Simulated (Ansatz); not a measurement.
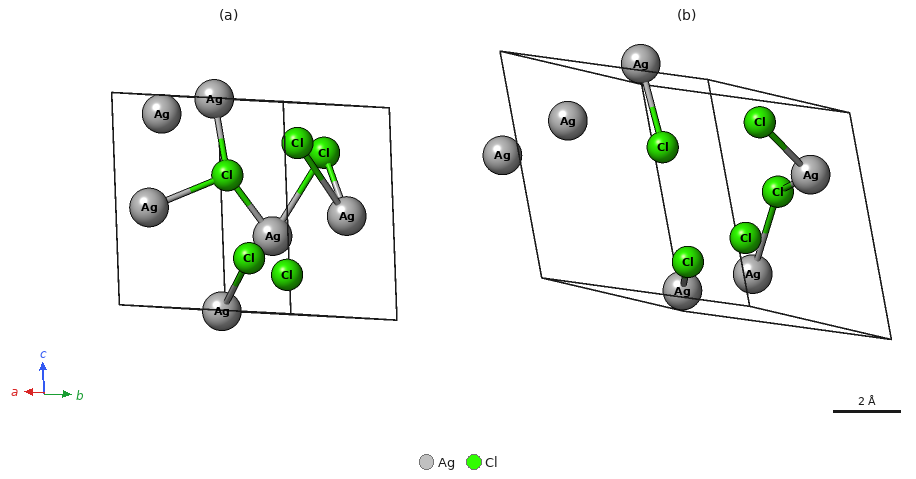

The structure of an amorphous cell of composition AgCl (coarse preliminary run) before (left) and after (right) a relaxation, at one scale.

Style: ball-and-stick. Shown: the cell of the calculation, from a free direction.

Case: atoms packed at random at 1.00 times the crystal's volume.

Method: DFT PBE, scalar-relativistic, plane waves, PAW in Ansatz 0.2.0.

Input
```yaml
crystal:
  lattice:
    - [5.697168, -0.115063, 0.191998]
    - [-0.115063, 6.07978, -0.211885]
    - [0.191998, -0.211885, 6.390004]
  atoms:
    - { symbol: Ag, position: [0.9148667749, 0.2345518265, 0.9122057171] }
    - { symbol: Ag, position: [0.2387896422, 0.8760166103, 0.4779017171] }
    - { symbol: Ag, position: [0.7060347508, 0.0121113612, 0.4674518003] }
    - { symbol: Ag, position: [0.1643312177, 0.3923498743, 0.3650603929] }
    - { symbol: Ag, position: [0.3811384701, 0.2147448666, 0.9971834317] }
    - { symbol: Cl, position: [0.0934597843, 0.6672621212, 0.771544095] }
    - { symbol: Cl, position: [0.3936025922, 0.282933896, 0.6399138238] }
    - { symbol: Cl, position: [0.7094360087, 0.5882753791, 0.2530537206] }
    - { symbol: Cl, position: [0.9872230312, 0.9782413891, 0.1831431889] }
    - { symbol: Cl, position: [0.6537892938, 0.8605546477, 0.8088714895] }
  symmetry: { detect: false }
basis:
  ecutwfc: 420
kpoints:
  mp_grid: { grid: [2, 2, 2], shift: [0.5, 0.5, 0.5] }
hamiltonian:
  xc: pbe
scf:
  occupations: { method: gaussian, width: 0.1 }
  lower_state_search: "off"
output:
  forces: true
  stress: true
  eigenvalues: true
relax:
  adjacent_minimum: "off"
  f_tol: 0.04
  max_steps: 70
  cell: { stress_tol: 0.3 }
```

Command:
```bash
ansatz run input.yaml --threads 2 --pin off --max-ram 4096MiB --backend cpu --events-out ev --progress --plain --runs-dir out
```

Describe what moved and what it gained.

Answer. The atom that moves furthest relative to the cell is Ag3 (2.23 Å along [0 −3 1]). Largest moves by element: Ag 2.23 Å, Cl 1.24 Å. The drawn cell changes as follows: a 5.702 → 6.529 Å (+14.5 %), b 6.085 → 6.926 Å (+13.8 %), c 6.396 → 6.960 Å (+8.8 %), α 93.9° → 104.7°, β 86.3° → 71.1°, γ 92.3° → 107.8°; the volume changes by +26.5 %. Among the contacts that change: Ag4–Cl7 2.402 → 5.542 Å, Ag4–Cl10 5.532 → 3.255 Å, Ag3–Cl7 2.615 → 4.861 Å, Ag1–Cl9 2.474 → 4.686 Å. New bonds form, among them: Ag1–Cl9 (another periodic image) (4.81 → 2.89 Å), Ag3–Cl6 (3.81 → 2.81 Å), Ag3–Cl7 (another periodic image) (4.88 → 2.93 Å). Bonds break, among them: Ag1–Cl9 (2.47 → 4.69 Å), Ag2–Cl9 (2.56 → 3.89 Å), Ag3–Cl7 (2.62 → 4.86 Å), Ag4–Cl7 (2.40 → 5.54 Å). Among the angles between lasting bonds that change: Cl8–Ag4–Cl9 87.1° → 171.6°, Cl8–Ag3–Cl10 92.7° → 158.0°, Cl6–Ag2–Cl7 107.3° → 154.6°. The energy falls by 350 meV per atom in 22 accepted moves (25 points after the start). The largest force component goes from 1.5 to 0.027 eV/Å. Pressure: 5.37 GPa at the start and 0.00 GPa at the end. The line search rejected the trial step at point 22 of the run. At 2 points the geometry stayed and the basis and grid were re-selected for the new cell (energy shift of 7.7 meV per atom at most each time).

Limits of the set-up: the periodic images lie only 5.7 Å apart, so the values are limited by the cell's size.
